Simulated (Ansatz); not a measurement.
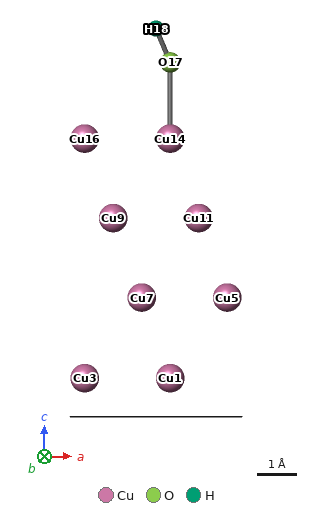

This is the input geometry for a constrained relaxation of a slab of composition Cu₁₆HO (cut from the Fm-3m phase). Style: ball-and-stick. Shown: the cell of the calculation, outlined in the plane, without the vacuum (origin shifted), along the b axis.

Case: OH put at a top Cu site. The slab is the (1 1 1) face of Cu with OH on it. 8 atoms are held fixed.

Method: Ansatz 0.2.0, DFT PBE, scalar-relativistic, plane waves, PAW.

The input:
```yaml
crystal:
  lattice:
    - [5.1332392119, 0.0, 0.0]
    - [-2.5666196059, 4.4455155612, 0.0]
    - [0.0, 0.0, 26.1669083984]
  atoms:
    - { symbol: Cu, position: [0.3333333333, 0.1666666667, 0.3248377634] }
    - { symbol: Cu, position: [0.3333333333, 0.6666666667, 0.3248377634] }
    - { symbol: Cu, position: [0.8333333333, 0.1666666667, 0.3248377634] }
    - { symbol: Cu, position: [0.8333333333, 0.6666666667, 0.3248377634] }
    - { symbol: Cu, position: [0.6666666667, 0.3333333333, 0.4049250287] }
    - { symbol: Cu, position: [0.6666666667, 0.8333333333, 0.4049250287] }
    - { symbol: Cu, position: [0.1666666667, 0.3333333333, 0.4049250287] }
    - { symbol: Cu, position: [0.1666666667, 0.8333333333, 0.4049250287] }
    - { symbol: Cu, position: [0.0, 0.5, 0.4838418547] }
    - { symbol: Cu, position: [0.0, 0.0, 0.4838418547] }
    - { symbol: Cu, position: [0.5, 0.5, 0.4838418547] }
    - { symbol: Cu, position: [0.5, 0.0, 0.4838418547] }
    - { symbol: Cu, position: [0.3333333333, 0.6666666667, 0.5628082533] }
    - { symbol: Cu, position: [0.3333333333, 0.1666666667, 0.5628082533] }
    - { symbol: Cu, position: [0.8333333333, 0.6666666667, 0.5628082533] }
    - { symbol: Cu, position: [0.8333333333, 0.1666666667, 0.5628082533] }
    - { symbol: O, position: [0.3333333333, 0.6666666667, 0.638476344] }
    - { symbol: H, position: [0.2502195243, 0.5952577279, 0.6721066066] }
basis:
  ecutwfc: 420
kpoints:
  mp_grid: { grid: [6, 6, 1] }
hamiltonian:
  xc: pbe
scf:
  occupations: { method: gaussian, width: 0.1 }
output:
  forces: true
  eigenvalues: true
  write_density: true
  write_potential: true
  elf: true
  volumetric_format: npy
relax:
  adjacent_minimum: "off"
  f_tol: 0.03
  max_steps: 70
  constraints: [{ sites: [0, 1, 2, 3, 4, 5, 6, 7] }]
efield:
  axis: 3
  dipole_correction: true
  ramp_width: 0.04
```

Run as
```bash
ansatz run input.yaml --threads 4 --pin off --max-ram 10240MiB --backend cpu --events-out ev --progress --plain --runs-dir out
```

Q: Predict the outcome.

A: The largest move is that of H18, 1.92 Å at 76° to the normal (−c side). Largest moves by element: H 1.92 Å, O 1.59 Å, Cu 0.10 Å. The cell doesn't change. Among the contacts that change: Cu15–O17 3.242 → 2.050 Å, Cu13–Cu15 2.567 → 2.642 Å, Cu13–Cu15 (another image) 2.567 → 2.492 Å, Cu13–O17 1.980 → 2.050 Å. New bonds form, among them: Cu15–O17 (3.24 → 2.05 Å), Cu16–O17 (3.24 → 2.05 Å). Among the angles between lasting bonds that change: Cu13–O17–H18 155.6° → 132.1°. Over 18 accepted moves (21 points after the start) the energy falls by 0.827 eV per cell of the calculation. Largest force component: 1.3 eV/Å at the start, 0.017 eV/Å at the end. The line search rejected the trial step at point 17 of the run. 2 steps only repeated the SCF at the same geometry. The forces were under the threshold at step 15, but the run went on from there.

The end point in the same view:

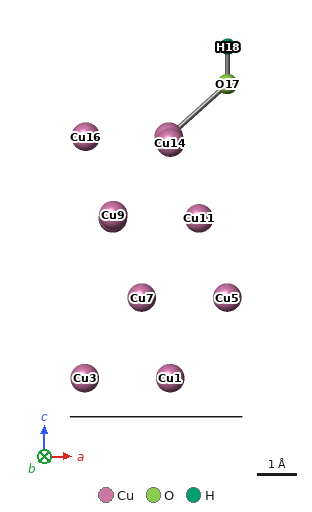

Limits of the set-up: the cell has an odd number of electrons but was run without spin polarisation; the periodic images lie only 5.1 Å apart, so the values are limited by the cell's size.
